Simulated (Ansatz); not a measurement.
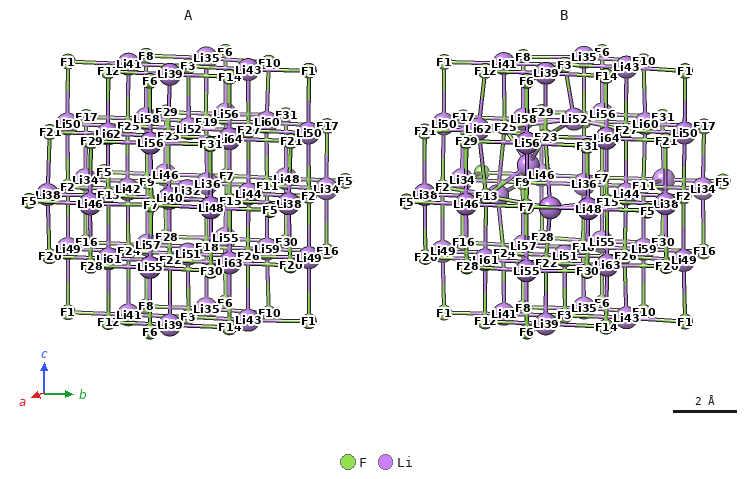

Two geometries of a defect cell of composition F31Li33 (cell charge +1), drawn at one scale. One is the start of a relaxation, the other its converged end. A ball-and-stick model of the atoms within 5.8 Å of the atom that moves most (axes of the cell of the calculation (origin shifted)), seen slightly off an axis.

All numbers below come from DFT, PBEsol, PAW, plane waves (Ansatz 0.2.0). (plane-wave cutoff 420 eV; k-point mesh 1 × 1 × 1; mesh shifted by (0.25, 0.25, 0.25); collinear spin; atoms relaxed in a fixed cell; force threshold 0.03 eV/Å; at most 80 steps)

Question: Which geometry has the lower energy?

Answer: Structure B is the relaxed one. The atoms of the start lie slightly off their symmetric places, so part of the fall in energy undoes that. The energy falls by 4.343 eV per cell of the calculation in 11 geometry steps. Largest force component: 2.8 eV/Å at the start, 0.024 eV/Å at the end. The largest move is that of Li32, 1.54 Å along [1 −1 1]. By element the largest moves are Li 1.54 Å, F 0.09 Å. The cell stays as it was. Some distances before and after: Li32–Li62 3.456 → 2.188 Å, Li32–Li44 2.031 → 3.242 Å, Li32–Li36 2.037 → 3.243 Å, F13–Li32 2.826 → 1.761 Å. New bonds form, among them: F13–Li32 (2.83 → 1.76 Å), F23–Li32 (2.82 → 1.76 Å), F25–Li32 (2.81 → 1.76 Å). Bond angles that change, for instance: F24–Li42–F25 178.7° → 158.5°, F9–Li42–F13 178.5° → 158.5°, F19–Li52–F23 177.4° → 158.6°.

Limits of the set-up: the periodic images lie only 8.0 Å apart, so the values are limited by the cell's size; the cell is charged, on a uniform background, and energies carry no finite-size correction.
